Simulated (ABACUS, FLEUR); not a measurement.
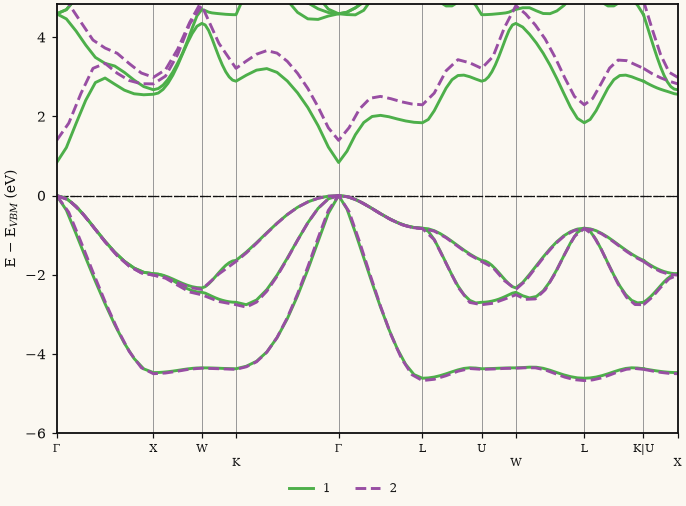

Band structures of zincblende CdTe, space group F-43m, 2 atoms in the primitive cell (cubic a = 6.410 Å), by two methods on the same cell. Each is counted from its own valence-band top.

Which curve is which? The methods: BP86 (ABACUS), r2SCAN (FLEUR).

Answer. 1 is BP86 (ABACUS); 2 is r2SCAN (FLEUR). BP86 (ABACUS) gives a gap of 0.83 eV along the path and r2SCAN (FLEUR) gives a gap of 1.39 eV along the path.

Settings. BP86 (ABACUS): SG15 ONCV 1.2 PBE, no spin polarisation, no spin-orbit coupling, 1401 eV cutoff, Fermi-Dirac smearing of 0.05 eV (ABACUS 3.10.1). r2SCAN (FLEUR): all-electron, no spin polarisation, no spin-orbit coupling, 7×7×7 k mesh, Fermi-Dirac smearing of 0.05 eV (FLEUR).

The two runs differ in program as well. Spin-orbit coupling is left out, which matters for Te. LDA, GGA and most meta-GGA functionals understate gaps. BP86 (ABACUS): the density is read from an earlier self-consistent run, whose mesh may be coarse. BP86 (ABACUS): the potentials were made for another functional. r2SCAN (FLEUR): the meta-GGA is that of a development version, with a GGA for the radial functions and cores and without core tails.
